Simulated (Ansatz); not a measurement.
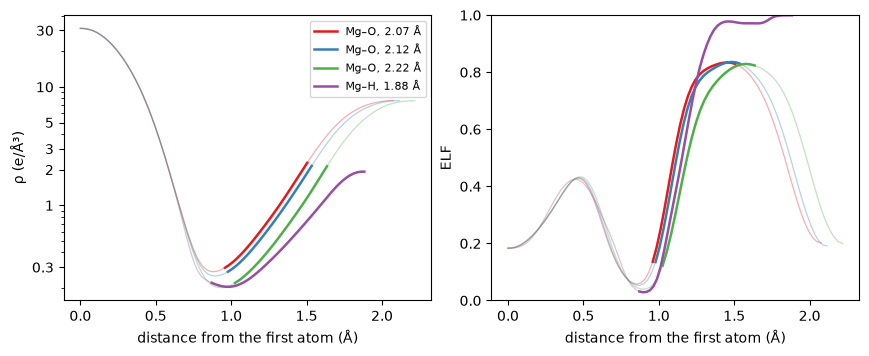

Figure. Mg$_{16}$HO$_{16}$ (cell with a defect). Valence charge density (pseudo) and ELF along straight lines between neighbouring atoms. Thin, pale parts lie inside the atomic spheres.

Spin-polarised.

These are results of DFT PBE, scalar-relativistic, plane waves, PAW in Ansatz 0.2.0, not measurements.

The density is the valence pseudo-density of a PAW calculation; it isn't the true density close to the nuclei.

```cif
data_structure
_symmetry_space_group_name_H-M 'P 1'
_symmetry_Int_Tables_number 1
_cell_length_a 7.3674
_cell_length_b 7.3674
_cell_length_c 7.3674
_cell_angle_alpha 109.471
_cell_angle_beta 109.471
_cell_angle_gamma 109.471
_cell_volume 307.84
loop_
_atom_site_label
_atom_site_type_symbol
_atom_site_fract_x
_atom_site_fract_y
_atom_site_fract_z
_atom_site_occupancy
Mg1 Mg 0.25101 0.75189 0.00115 1
Mg2 Mg 0.99988 0.99450 0.00115 1
Mg3 Mg 0.49813 0.74841 0.75053 1
Mg4 Mg 0.74424 0.25016 0.00116 1
Mg5 Mg 0.25048 0.99903 0.75002 1
Mg6 Mg 0.50161 0.50129 0.00114 1
Mg7 Mg 0.99987 0.25015 0.74552 1
Mg8 Mg 0.74926 0.74841 0.49940 1
Mg9 Mg 0.49812 0.99954 0.49940 1
Mg10 Mg 0.74874 0.50075 0.75002 1
Mg11 Mg 0.99988 0.75189 0.25228 1
Mg12 Mg 0.25100 0.25015 0.50289 1
Mg13 Mg 0.99988 0.50129 0.50289 1
Mg14 Mg 0.74875 0.99902 0.25176 1
Mg15 Mg 0.50161 0.25015 0.25228 1
Mg16 Mg 0.25548 0.50577 0.25675 1
O1 O 0.25071 0.50099 0.75305 1
O2 O 0.99988 0.75122 0.75031 1
O3 O 0.49881 0.49825 0.50008 1
O4 O 0.73435 0.98463 0.73562 1
O5 O 0.24797 0.74908 0.50008 1
O6 O 0.50094 0.25015 0.75031 1
O7 O 0.99988 0.99932 0.50221 1
O8 O 0.75178 0.50099 0.25198 1
O9 O 0.49881 0.74908 0.24924 1
O10 O 0.74904 0.25015 0.50221 1
O11 O 0.99988 0.51565 0.00115 1
O12 O 0.25071 0.00205 0.25198 1
O13 O 0.99988 0.25016 0.26666 1
O14 O 0.74904 0.75122 0.00115 1
O15 O 0.50094 0.99932 0.00114 1
O16 O 0.26539 0.25016 0.00115 1
H1 H 0.99983 0.25005 0.00112 1
```

What can be read from the curves?

Answer. Mg–O (2.07 Å): ρ is about 0.36 e/Å³ halfway; the ELF peaks at about 0.85 in the valence shell of O, 0.6 Å from its nucleus, and is about 0.30 at the midpoint: a closed-shell, largely ionic contact.
Mg–O (2.12 Å): the density is about 0.33 e/Å³ at the midpoint; the ELF peaks at about 0.85 in the valence shell of O, 0.6 Å from its nucleus, and is about 0.30 at the midpoint; a closed-shell, largely ionic contact.
Mg–O (2.22 Å): ρ at the midpoint is about 0.27 e/Å³; the ELF peaks at about 0.85 in the valence shell of O, 0.6 Å from its nucleus, and is about 0.30 at the midpoint (a largely ionic contact).
Mg–H (1.88 Å): ρ at the midpoint is about 0.21 e/Å³; the ELF climbs to about 1 towards the hydrogen.
